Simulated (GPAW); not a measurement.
Consider GaN (P6_3mc).

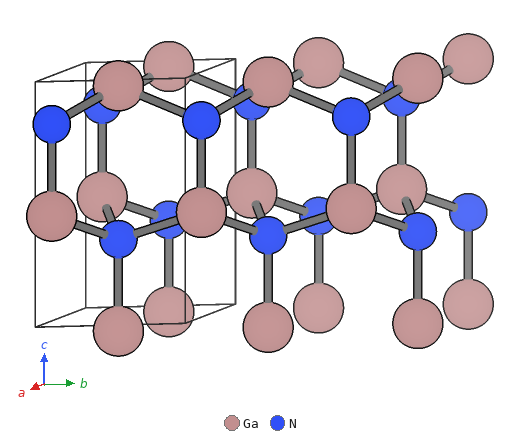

The structure (gallium pink, nitrogen blue). 2×3×1 cells are drawn. Some periodic images of atoms are drawn too.

```xyz
4
Lattice="3.1800 0.0000 0.0000 -1.5900 2.7540 0.0000 0.0000 0.0000 5.1660" Properties=species:S:1:pos:R:3 pbc="T T T"
Ga    1.5900    0.9180    2.5830
Ga    0.0000    1.8360    0.0000
N     1.5900    0.9180    4.5203
N     0.0000    1.8360    1.9373
```

Absorber: atom 1, with 1 N at 1.94 Å and 3 N at 1.95 Å (tetrahedral, site symmetry 3m). Method: GPAW, revPBE, full core hole (charged cell), 12-atom cell with 5.5 Å between holes, 5×5×5 k points, dipole transitions, Gaussian full width 1.82 eV up to 4 eV, rising linearly to 3.5 eV at 25 eV.

The database entry behind the starting cell differs from later determinations by our own check (about 0.3 % short, ideal inner coordinate), so it need not match the best structure at ambient conditions.

**Question.** What does the Ga K edge look like?

Main maxima up to 28 eV above the zero (height): 3.8 eV (1.28), 8.2 eV (2.09), 19.0 eV (1.02) and 27.0 eV (0.85). A K edge sees empty p states on the absorber. 

The Ga K spectrum (energy from the lowest empty level; intensity scaled to a mean of 1 over the first 20 eV; polarised curves are means over the symmetry-equivalent atoms):

| E (eV) | isotropic | ε ⊥ c | ε ∥ c |
| --- | --- | --- | --- |
| -2.0 | 0.00 | 0.00 | 0.00 |
| -0.5 | 0.00 | 0.00 | 0.00 |
| 1.0 | 0.06 | 0.06 | 0.05 |
| 2.5 | 0.69 | 0.73 | 0.60 |
| 4.0 | 1.27 | 1.26 | 1.31 |
| 5.5 | 1.24 | 1.06 | 1.60 |
| 7.0 | 1.67 | 1.60 | 1.79 |
| 8.5 | 2.01 | 2.40 | 1.23 |
| 10.0 | 1.17 | 1.33 | 0.85 |
| 11.5 | 1.04 | 0.88 | 1.36 |
| 13.0 | 0.73 | 0.62 | 0.95 |
| 14.5 | 0.56 | 0.50 | 0.69 |
| 16.0 | 0.72 | 0.64 | 0.88 |
| 17.5 | 0.92 | 0.86 | 1.04 |
| 19.0 | 1.02 | 1.05 | 0.95 |
| 20.5 | 0.94 | 1.04 | 0.75 |
| 22.0 | 0.84 | 0.91 | 0.72 |
| 23.5 | 0.77 | 0.77 | 0.76 |
| 25.0 | 0.78 | 0.71 | 0.92 |
| 26.5 | 0.84 | 0.75 | 1.03 |
| 28.0 | 0.83 | 0.81 | 0.87 |

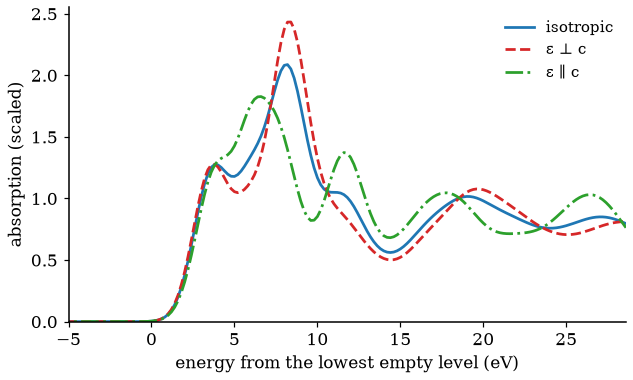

The Ga K edge.

The script folds with a Gaussian, whereas the core hole's own line is a Lorentzian, so the onset is too steep and the first peak too high. The holes are only 5.5 Å apart, so the shape is probably not converged with cell size; no larger cell was run here. The structure is a published determination, not relaxed.

[Banner, clock and machine lines of the logs are left out without a mark of their own.]

[Logs are printed without paths, hosts, clocks, repeated set-up lines and the standing remarks that a program may print on its own settings, such as how far it seeks lower states.]

[Hosts, paths, dates, database ids (printed as entryN), source tags and the programs' standing remarks are cut or masked in the printed files.]

[Lists of maxima count a maximum above −3 eV only where it reaches 4 % of the highest in the window and stands out from its surroundings by 2 % of it (1.5 % where it reaches 55 %); shoulders and weaker maxima are passed over, and of the rest the first, up to two pre-edge ones and the few strongest are named.]
